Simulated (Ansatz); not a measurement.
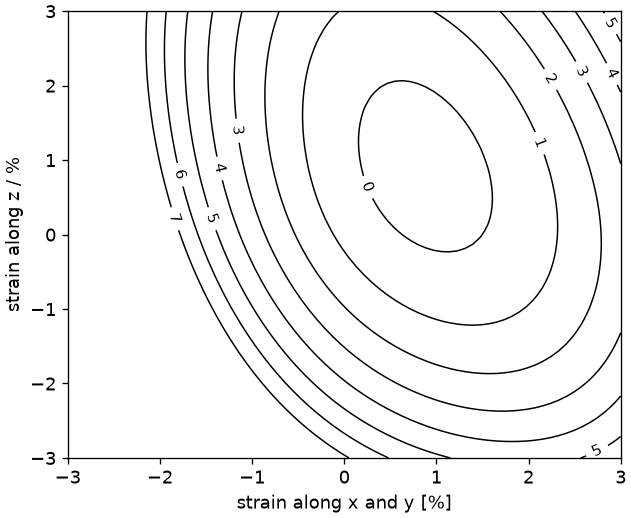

Energy landscape of NaI (Fm-3m, No. 225; 2 atoms in the cell). The cell is strained homogeneously, by one strain along x and y and another along z, with fractional coordinates fixed (x, y and z along the cube axes). First axis: strain along x and y. Second axis: strain along z. The grid has 5 × 5 points. Points are written as (first, second). Energies are in meV/atom, from the lowest grid point. The reference cell is the one listed in the database, not relaxed at this level. Computed with DFT PBE, scalar-relativistic, plane waves, PAW (Ansatz). Settings: cutoff 420 eV, k-mesh 6×6×6, gaussian smearing 0.05 eV, no spin polarisation.

Drawn: contour lines labelled in meV/atom (none above 7). Between grid points the surface is interpolated. 

Summarise what can be read from the map.

The lowest grid point is at (1.5 %, 0.0 %). The bottom of the well lies between grid points, at about (0.9 %, 0.9 %), about 0.39 meV/atom lower on the interpolated surface. No other kind of well shows on this grid. The highest grid point, (−3.0 %, −3.0 %), lies 24.9 meV/atom above the lowest. Round the minimum the valley is somewhat tilted: raising strain along x and y shifts the best value of strain along z downwards (coupling k₁₂/√(k₁₁k₂₂) about 0.3). The gap on the k-mesh is 3.6 eV at the lowest point and runs from 3.4 to 3.9 eV over the map.
